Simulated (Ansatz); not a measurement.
## Run report: C8H, geometry relaxation (part 3 of 3)

C8H (slab, 9 atoms in the cell); DFT PBE+D3(BJ), scalar-relativistic, plane waves, PAW, no spin polarisation (Ansatz 0.2.0); cutoff 420 eV, 12×12×1 k-mesh, Gaussian smearing of 0.1 eV. The structure derives from a Materials Project entry. The input holds or restrains some coordinates. Forces given for the steps count only the free coordinates. It belongs to a series of runs on one base structure; here: H put at a top C site.

Geometry of the input (Å; fractional positions):
```
2.4655  0.0000  0.0000
-1.2328  2.1341  0.0000
0.0000  0.0000  29.1985
C  0.0833  0.1666  0.2911
C  0.4167  0.8334  0.2911
C  0.5833  0.1666  0.4075
C  0.9167  0.8334  0.4075
C  0.0833  0.1666  0.5240
C  0.4167  0.8334  0.5240
C  0.5833  0.1666  0.6404
C  0.9167  0.8334  0.6404
H  0.5833  0.1666  0.6774
```

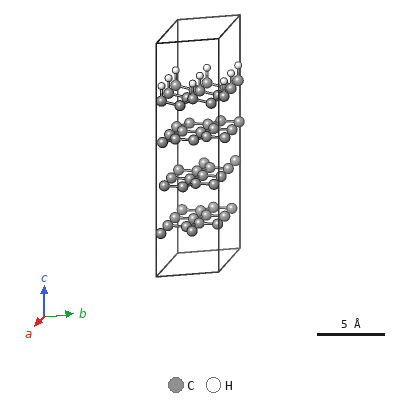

Fig. 1: The geometry at step 9 of the log (ball-and-stick view of the 3 × 2 repeat of the cell, with the vacuum cut short, seen slightly off an axis).

## Trajectory as extended XYZ, continued
```
9
Lattice="2.4655 0.0000 0.0000 -1.2328 2.1341 0.0000 0.0000 0.0000 29.1985" Properties=species:S:1:pos:R:3:forces:R:3 step=3 energy=-2022.46110
C     0.0000    0.3556    8.5000    0.0000   0.0223   0.0027
C     0.0000    1.7786    8.5000    0.0000  -0.0236   0.0005
C     1.2328    0.3556   11.8995    0.0000  -0.0047   0.0149
C     1.2328    1.7786   11.8995    0.0000   0.0015  -0.0003
C     0.0000    0.5660   15.3391    0.0000  -0.0858  -0.1115
C     0.0000    1.9868   15.3285    0.0000   0.1091   0.1702
C     1.2328    0.2202   18.7315    0.0000   0.0049  -2.7701
C     1.2328    1.6434   18.3992    0.0000  -0.0177   0.7510
H     1.2328    0.2208   19.8148    0.0000  -0.0059   1.9431
9
Lattice="2.4655 0.0000 0.0000 -1.2328 2.1341 0.0000 0.0000 0.0000 29.1985" Properties=species:S:1:pos:R:3:forces:R:3 step=4 energy=-2022.56204
C     0.0000    0.3556    8.5000    0.0000   0.0084   0.0006
C     0.0000    1.7786    8.5000    0.0000  -0.0107  -0.0032
C     1.2328    0.3556   11.8995    0.0000  -0.0018  -0.0020
C     1.2328    1.7786   11.8995    0.0000  -0.0033  -0.0294
C     0.0000    0.6942   15.1909    0.0000  -0.0340   0.1233
C     0.0000    2.1163   15.1936    0.0000   0.0477  -0.0140
C     1.2328    0.1428   18.6607    0.0000  -0.0218   0.0132
C     1.2328    1.5653   18.4006    0.0000   0.0198  -0.0595
H     1.2328    0.1431   19.8376    0.0000  -0.0043  -0.0320
9
Lattice="2.4655 0.0000 0.0000 -1.2328 2.1341 0.0000 0.0000 0.0000 29.1985" Properties=species:S:1:pos:R:3:forces:R:3 step=5 energy=-2022.56593
C     0.0000    0.3556    8.5000    0.0000   0.0062   0.0023
C     0.0000    1.7786    8.5000    0.0000  -0.0087  -0.0017
C     1.2328    0.3556   11.8995    0.0000   0.0006   0.0030
C     1.2328    1.7786   11.8995    0.0000  -0.0053  -0.0252
C     0.0000    0.7139   15.2142    0.0000   0.0277   0.0215
C     0.0000    2.1372   15.2109    0.0000  -0.0148   0.0726
C     1.2328    0.1362   18.6430    0.0000   0.0199   0.0101
C     1.2328    1.5595   18.3826    0.0000  -0.0232  -0.0653
H     1.2328    0.1364   19.8191    0.0000  -0.0024  -0.0173
9
Lattice="2.4655 0.0000 0.0000 -1.2328 2.1341 0.0000 0.0000 0.0000 29.1985" Properties=species:S:1:pos:R:3:forces:R:3 step=6 energy=-2022.57365
C     0.0000    0.3556    8.5000    0.0000   0.0019   0.0028
C     0.0000    1.7786    8.5000    0.0000  -0.0042  -0.0008
C     1.2328    0.3556   11.8995    0.0000   0.0013   0.0252
C     1.2328    1.7786   11.8995    0.0000  -0.0034   0.0019
C     0.0000    0.8286   15.3676    0.0000   0.0073   0.0271
C     0.0000    2.2517   15.3684    0.0000  -0.0049  -0.1104
C     1.2328    0.0942   18.4980    0.0000  -0.0323   0.0703
C     1.2328    1.5165   18.2303    0.0000   0.0384   0.0121
H     1.2328    0.0952   19.6734    0.0000  -0.0042  -0.0283
9
Lattice="2.4655 0.0000 0.0000 -1.2328 2.1341 0.0000 0.0000 0.0000 29.1985" Properties=species:S:1:pos:R:3:forces:R:3 step=7 energy=-2022.57706
C     0.0000    0.3556    8.5000    0.0000   0.0023   0.0029
C     0.0000    1.7786    8.5000    0.0000  -0.0048  -0.0012
C     1.2328    0.3556   11.8995    0.0000   0.0021   0.0200
C     1.2328    1.7786   11.8995    0.0000  -0.0048  -0.0075
C     0.0000    0.8413   15.3102    0.0000  -0.0024  -0.0392
C     0.0000    2.2642   15.3052    0.0000   0.0055   0.0359
C     1.2328    0.1006   18.5377    0.0000   0.0333  -0.0032
C     1.2328    1.5241   18.2713    0.0000  -0.0322  -0.0103
H     1.2328    0.1006   19.7118    0.0000   0.0011   0.0026
9
Lattice="2.4655 0.0000 0.0000 -1.2328 2.1341 0.0000 0.0000 0.0000 29.1985" Properties=species:S:1:pos:R:3:forces:R:3 step=8 energy=-2022.57737
C     0.0000    0.3556    8.5000    0.0000   0.0017   0.0030
C     0.0000    1.7786    8.5000    0.0000  -0.0043  -0.0012
C     1.2328    0.3556   11.8995    0.0000   0.0023   0.0191
C     1.2328    1.7786   11.8995    0.0000  -0.0050  -0.0093
C     0.0000    0.8558   15.2990    0.0000   0.0008  -0.0017
C     0.0000    2.2788   15.2962    0.0000   0.0019  -0.0025
C     1.2328    0.1092   18.5211    0.0000  -0.0002  -0.0028
C     1.2328    1.5321   18.2542    0.0000   0.0016  -0.0020
H     1.2328    0.1088   19.6954    0.0000   0.0011  -0.0026
9
Lattice="2.4655 0.0000 0.0000 -1.2328 2.1341 0.0000 0.0000 0.0000 29.1985" Properties=species:S:1:pos:R:3:forces:R:3 step=9 energy=-2022.57780
C     0.0000    0.3556    8.5000    0.0000  -0.0006   0.0032
C     0.0000    1.7786    8.5000    0.0000  -0.0023  -0.0014
C     1.2328    0.3556   11.8995    0.0000   0.0034   0.0150
C     1.2328    1.7786   11.8995    0.0000  -0.0060  -0.0177
C     0.0000    0.9177   15.2560    0.0000   0.0396   0.0009
C     0.0000    2.3415   15.2531    0.0000  -0.0391  -0.0029
C     1.2328    0.1334   18.4592    0.0000  -0.0391  -0.0112
C     1.2328    1.5556   18.1912    0.0000   0.0411   0.0114
H     1.2328    0.1323   19.6330    0.0000   0.0030   0.0026
9
Lattice="2.4655 0.0000 0.0000 -1.2328 2.1341 0.0000 0.0000 0.0000 29.1985" Properties=species:S:1:pos:R:3:forces:R:3 step=10 energy=-2022.57787
C     0.0000    0.3556    8.5000    0.0000  -0.0007   0.0032
C     0.0000    1.7786    8.5000    0.0000  -0.0022  -0.0014
C     1.2328    0.3556   11.8995    0.0000   0.0035   0.0145
C     1.2328    1.7786   11.8995    0.0000  -0.0060  -0.0185
C     0.0000    0.9213   15.2521    0.0000   0.0324   0.0074
C     0.0000    2.3450   15.2495    0.0000  -0.0314  -0.0059
C     1.2328    0.1446   18.4593    0.0000  -0.0378  -0.0103
C     1.2328    1.5668   18.1916    0.0000   0.0396   0.0086
H     1.2328    0.1435   19.6332    0.0000   0.0026   0.0023
9
Lattice="2.4655 0.0000 0.0000 -1.2328 2.1341 0.0000 0.0000 0.0000 29.1985" Properties=species:S:1:pos:R:3:forces:R:3 step=11 energy=-2022.57808
C     0.0000    0.3556    8.5000    0.0000  -0.0012   0.0033
C     0.0000    1.7786    8.5000    0.0000  -0.0017  -0.0015
C     1.2328    0.3556   11.8995    0.0000   0.0040   0.0134
C     1.2328    1.7786   11.8995    0.0000  -0.0061  -0.0208
C     0.0000    0.9470   15.2414    0.0000   0.0026   0.0184
C     0.0000    2.3700   15.2392    0.0000   0.0000  -0.0096
C     1.2328    0.2027   18.4556    0.0000  -0.0296  -0.0002
C     1.2328    1.6250   18.1887    0.0000   0.0311  -0.0041
H     1.2328    0.2020   19.6297    0.0000   0.0009   0.0011
9
Lattice="2.4655 0.0000 0.0000 -1.2328 2.1341 0.0000 0.0000 0.0000 29.1985" Properties=species:S:1:pos:R:3:forces:R:3 step=12 energy=-2022.57827
C     0.0000    0.3556    8.5000    0.0000  -0.0022   0.0034
C     0.0000    1.7786    8.5000    0.0000  -0.0007  -0.0014
C     1.2328    0.3556   11.8995    0.0000   0.0049   0.0129
C     1.2328    1.7786   11.8995    0.0000  -0.0063  -0.0221
C     0.0000    0.9882   15.2355    0.0000  -0.0272   0.0176
C     0.0000    2.4106   15.2332    0.0000   0.0310  -0.0074
C     1.2328    0.2742   18.4492    0.0000  -0.0177   0.0134
C     1.2328    1.6967   18.1832    0.0000   0.0188  -0.0166
H     1.2328    0.2740   19.6236    0.0000  -0.0006   0.0002
9
Lattice="2.4655 0.0000 0.0000 -1.2328 2.1341 0.0000 0.0000 0.0000 29.1985" Properties=species:S:1:pos:R:3:forces:R:3 step=13 energy=-2022.57850
C     0.0000    0.3556    8.5000    0.0000  -0.0038   0.0034
C     0.0000    1.7786    8.5000    0.0000   0.0010  -0.0012
C     1.2328    0.3556   11.8995    0.0000   0.0068   0.0136
C     1.2328    1.7786   11.8995    0.0000  -0.0064  -0.0210
C     0.0000    1.0579   15.2396    0.0000  -0.0471   0.0152
C     0.0000    2.4798   15.2373    0.0000   0.0507  -0.0114
C     1.2328    0.3676   18.4457    0.0000   0.0076   0.0269
C     1.2328    1.7907   18.1802    0.0000  -0.0073  -0.0226
H     1.2328    0.3679   19.6204    0.0000  -0.0014  -0.0030
9
Lattice="2.4655 0.0000 0.0000 -1.2328 2.1341 0.0000 0.0000 0.0000 29.1985" Properties=species:S:1:pos:R:3:forces:R:3 step=14 energy=-2022.57862
C     0.0000    0.3556    8.5000    0.0000  -0.0048   0.0033
C     0.0000    1.7786    8.5000    0.0000   0.0021  -0.0011
C     1.2328    0.3556   11.8995    0.0000   0.0091   0.0130
C     1.2328    1.7786   11.8995    0.0000  -0.0062  -0.0206
C     0.0000    1.1398   15.2399    0.0000  -0.0326  -0.0097
C     0.0000    2.5620   15.2360    0.0000   0.0334   0.0168
C     1.2328    0.4435   18.4501    0.0000   0.0210   0.0140
C     1.2328    1.8668   18.1838    0.0000  -0.0208  -0.0105
H     1.2328    0.4439   19.6247    0.0000  -0.0012  -0.0052
9
Lattice="2.4655 0.0000 0.0000 -1.2328 2.1341 0.0000 0.0000 0.0000 29.1985" Properties=species:S:1:pos:R:3:forces:R:3 step=15 energy=-2022.57869
C     0.0000    0.3556    8.5000    0.0000  -0.0049   0.0033
C     0.0000    1.7786    8.5000    0.0000   0.0023  -0.0010
C     1.2328    0.3556   11.8995    0.0000   0.0091   0.0150
C     1.2328    1.7786   11.8995    0.0000  -0.0063  -0.0173
C     0.0000    1.1434   15.2548    0.0000  -0.0088   0.0015
C     0.0000    2.5662   15.2519    0.0000   0.0088  -0.0044
C     1.2328    0.4331   18.4577    0.0000   0.0134   0.0071
C     1.2328    1.8562   18.1907    0.0000  -0.0131  -0.0012
H     1.2328    0.4332   19.6320    0.0000  -0.0005  -0.0031
```

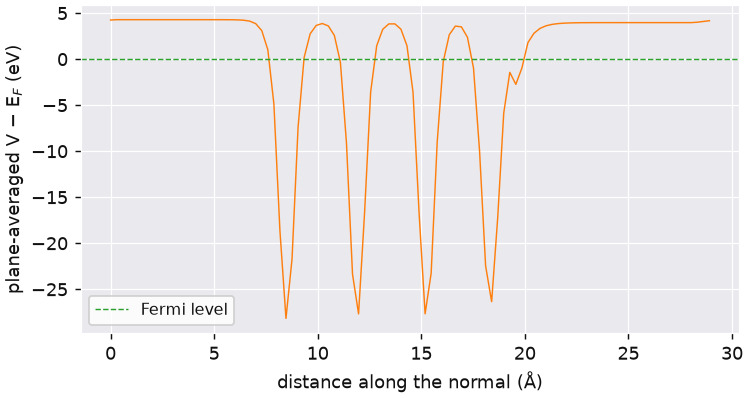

Fig. 2: Plane average of the electrostatic potential energy of an electron across the cell, from the Fermi level. The vacuum level lies 3.97 eV above the Fermi level on the upper side and 4.28 eV on the lower.

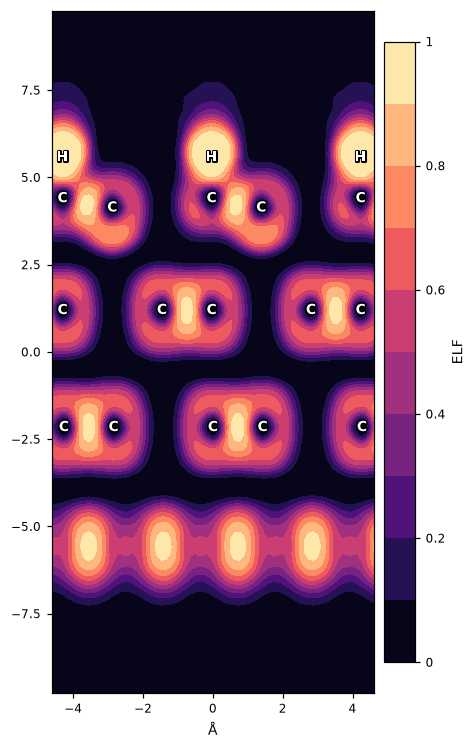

Fig. 3: ELF on the (110) plane of the calculation cell, a cut from vacuum to vacuum. Atoms in the plane: C and H. In a PAW calculation such maps are meaningful between the atoms, not at the nuclei.

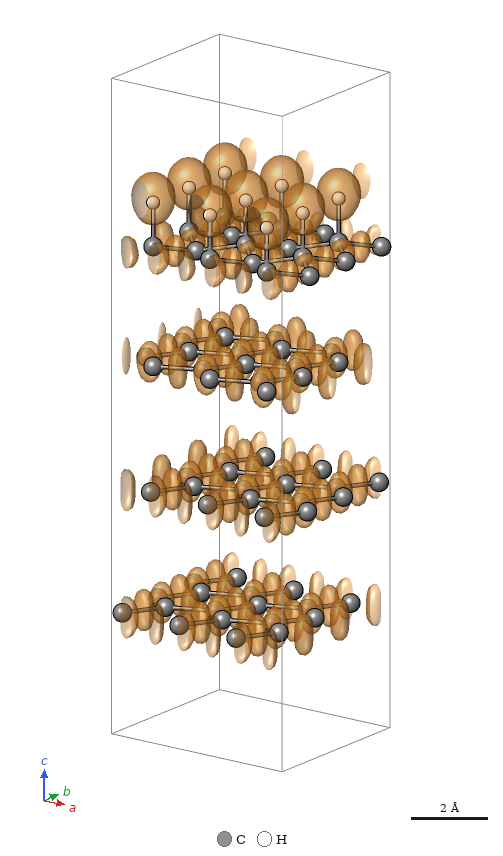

Fig. 4: Isosurface of the ELF at 0.85 (orange), seen slightly off an axis. Core shells and regions of very low density are left out. Sticks mark near contacts. Values along the shortest contacts: C–H (1.17 Å): the ELF climbs to about 1 towards the hydrogen (a covalent bond by its length).

## Results in brief

- outcome: converged under the restraints of the input
- electrons treated: 33
- free energy: −2022.5787 eV
- work function, top face: 3.97 eV
- work function, bottom face: 4.28 eV
- Fermi energy: 1.172 eV
- gap on the k-point mesh: none (metallic)
- final volume: 153.64 Å³
- work function (upper face): 3.97 eV
- largest force (length of the vector) at the end, held atoms and coordinates included: 0.018 eV/Å
- wall time: 6 min (CPU time 12 min)
- peak memory: 0.5 GiB

## Remarks

Warnings of the run: the exchange-correlation potential is rough where the density is thin.
